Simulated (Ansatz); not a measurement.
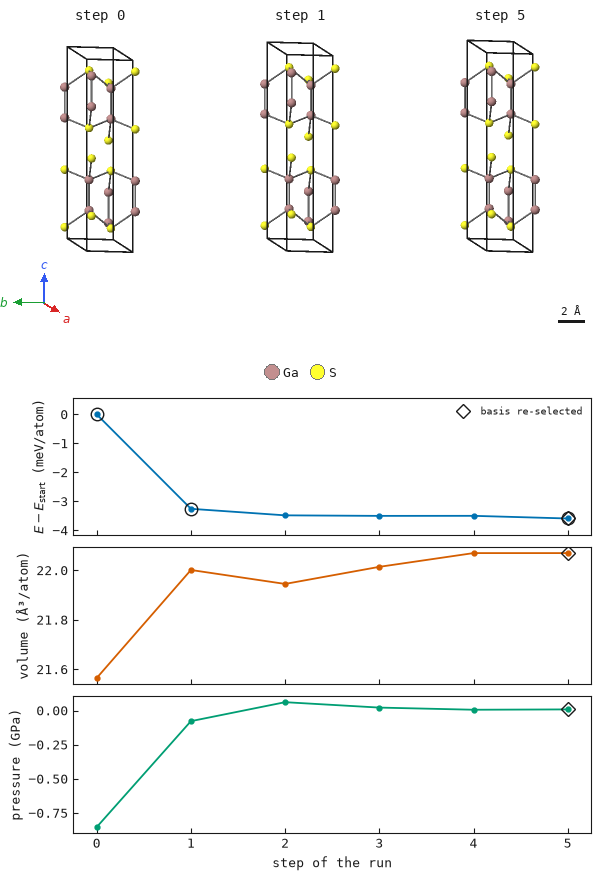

Frames of a relaxation of a crystal of GaS (set up in P6_3/mmc), marked on the history of the run. A ball-and-stick model of the cell of the calculation, seen from a free direction.

Computed with DFT PBEsol, scalar-relativistic, plane waves, PAW; settings changed in Ansatz.

The input:
```yaml
crystal:
  lattice:
    - [3.585, 0.0, 0.0]
    - [-1.7925, 3.1047010726, 0.0]
    - [0.0, 0.0, 15.5]
  atoms:
    - { symbol: Ga, position: [0.3333333333, 0.6666666667, 0.17] }
    - { symbol: Ga, position: [0.6666666667, 0.3333333333, 0.67] }
    - { symbol: Ga, position: [0.3333333333, 0.6666666667, 0.33] }
    - { symbol: Ga, position: [0.6666666667, 0.3333333333, 0.83] }
    - { symbol: S, position: [0.3333333333, 0.6666666667, 0.6] }
    - { symbol: S, position: [0.6666666667, 0.3333333333, 0.1] }
    - { symbol: S, position: [0.3333333333, 0.6666666667, 0.9] }
    - { symbol: S, position: [0.6666666667, 0.3333333333, 0.4] }
basis:
  ecutwfc: 420
kpoints:
  mp_grid: { grid: [12, 12, 2] }
hamiltonian:
  xc: pbesol
scf:
  occupations: { method: cold, width: 0.025 }
output:
  forces: true
  eigenvalues: true
  stress: true
relax:
  adjacent_minimum: "off"
  f_tol: 0.005
  max_steps: 80
  cell: { stress_tol: 0.05 }
```

Command:
```bash
ansatz run input.yaml --threads 2 --pin off --max-ram 7168MiB --backend cpu --events-out ev --progress --plain --runs-dir out
```

### What happens along the run?

The largest moves relative to the cell, 0.097 Å, are those of S5, S6, S7 and S8. S5 goes along +c. Largest moves by element: S 0.097 Å, Ga 0.062 Å. Cell: a = b 3.585 → 3.568 Å (−0.5 %), c 15.500 → 16.011 Å (+3.3 %). Volume +2.3 %. Among the contacts that change: Ga1–Ga3 2.480 → 2.437 Å, Ga1–S6 2.337 → 2.329 Å. The space group stays P6_3/mmc (No. 194). After 4 accepted moves (5 points after the start) the energy has fallen by 3.6 meV per atom. Largest force component: 0.21 eV/Å at the start, 0.0024 eV/Å at the end. The pressure goes from −0.85 to 0.01 GPa. At 1 point the geometry stayed and the basis and grid were re-selected for the new cell (energy shift of 0.1 meV per atom at most each time). From step 0 to 1: S atoms move most (0.09 Å), volume +2.0 %, energy −3.3 meV per atom. From step 1 to 5: volume +0.3 %, energy −0.3 meV per atom.
